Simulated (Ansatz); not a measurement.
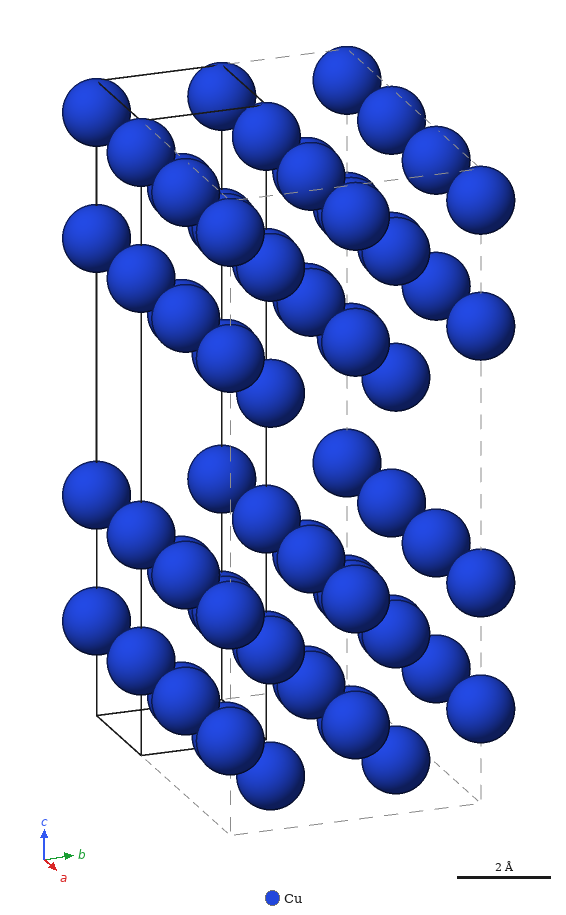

View from a general direction, drawn as a spheres-only model. The drawing covers 3×2×1 cells, and the solid lines enclose one conventional unit cell.

Cu, space group Pmmn (No. 59), a = 2.72 Å, b = 2.89 Å, c = 14.56 Å, α = 90.00°, β = 90.00°, γ = 90.00°.

Setup: Ansatz, DFT PBEsol, scalar-relativistic, plane waves, PAW; a kinetic-energy cutoff of 420 eV, k-points about 0.11 Å⁻¹ apart, Gaussian smearing of 0.15 eV, no spin polarisation.

### Is the electronic structure metallic or gapped?

A metal: bands cross the Fermi level.

### What is the computed pressure?

The computed pressure is -3.2 GPa (stretched: it would shrink). The stress isn't hydrostatic: its largest component is 4.3 GPa.

Starting structure: a structure listed in the Materials Project. The cell was then strained or its atoms displaced on purpose. A calculation with Ansatz used it as input.
